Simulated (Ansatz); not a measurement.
The Ansatz input:

```
crystal:
  lattice:
    - [0.0, 2.8379008005, 2.8379008005]
    - [2.8379008005, 0.0, 2.8379008005]
    - [2.8379008005, 2.8379008005, 0.0]
  atoms:
    - { symbol: Al, position: [0.0, 0.0, 0.0] }
    - { symbol: As, position: [0.75, 0.75, 0.75] }
kpoints:
  mp_grid: { grid: [8, 8, 8] }
  band_path:
    path:
      - [0.0, 0.0, 0.0]
      - [-0.5, -0.5, 0.0]
      - [-0.375, -0.375, 0.25]
      - [-0.375, 0.0, 0.375]
      - [0.0, 0.0, 0.5]
      - [-0.5, -0.25, 0.25]
    npoints: 1
hamiltonian:
  xc: pbesol
scf:
  occupations: { method: fermi_dirac, width: 0.03 }
  n_extra_bands: 4
output:
  forces: true
  stress: true
  eigenvalues: true
```

Launched with:
```bash
ansatz run input.yaml --threads 2 --pin off --max-ram 29491MiB --backend cpu --events-out ev --progress --plain --runs-dir out
```

Predict the main features of the density of states.

There is a gap; over the k points computed it is 1.34 eV (indirect; the smallest direct gap is 1.90 eV). The upper group of valence states starts about 5.6 eV under the valence-band top, with a gap beneath it; it holds about 6 electrons a cell. Within the window shown, the tallest peak of the filled states lies 5.1 eV under the valence-band top, at about 2.3 states per eV and cell.

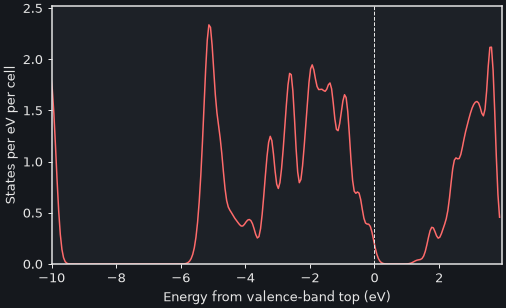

Density of states. Energies are counted from the top of the valence band. The curve is built from the levels of the k mesh with Gaussians 0.3 eV wide, which also blur the band edges.
